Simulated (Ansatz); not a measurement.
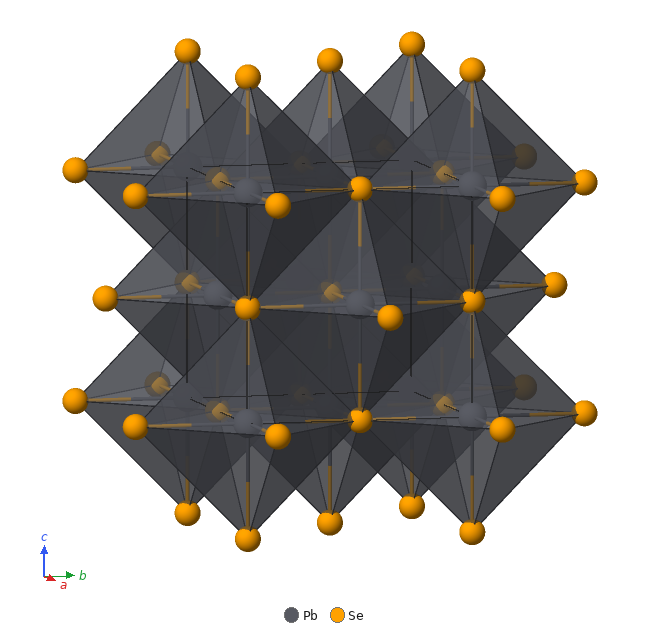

Polyhedral drawing of the structure, looking slightly off an axis. The lines enclose the drawn cell (a repeat of the simulation cell); boundary atoms appear with their images. Some neighbours outside the box are added.

PbSe, a = 6.142 Å, b = 6.142 Å, c = 6.142 Å, α = 90.03°, β = 89.97°, γ = 89.99°. Strictly the space group is Cm (No. 8, within 0.01 Å). It is a distorted form of a face-centred cubic structure, space group Fm-3m (No. 225) within 0.25 Å: rock salt (NaCl type). The model was built from a structure listed in the Materials Project. Earlier steps of the study, as a rule a relaxation of our own, may have changed the cell and positions, so they can lie some per cent off the listed ones. An electronic-structure calculation with Ansatz was run on it.

This one geometry was computed with Ansatz (DFT, plane waves, PAW) at three levels of theory: r2SCAN, PBE and HSE06.

**How does the band gap change with the level of theory?**

PBE: a gap of 0.32 eV, direct; r2SCAN: a gap of 0.60 eV, direct; HSE06: a gap of 0.72 eV, direct.

**Collect the results in a table.**

| level | cutoff (eV) | k-mesh of the run's cell | gap (eV) | pressure (GPa) |
| --- | --- | --- | --- | --- |
| r2SCAN | 500 | 6×8×4 | 0.60 | 0.9 |
| PBE | 420 | 6×8×4 | 0.32 | 1.9 |
| HSE06 | 420 | 4×6×4 | 0.72 | 0.8 |

Gaps are taken on the k-mesh or band path of each run.
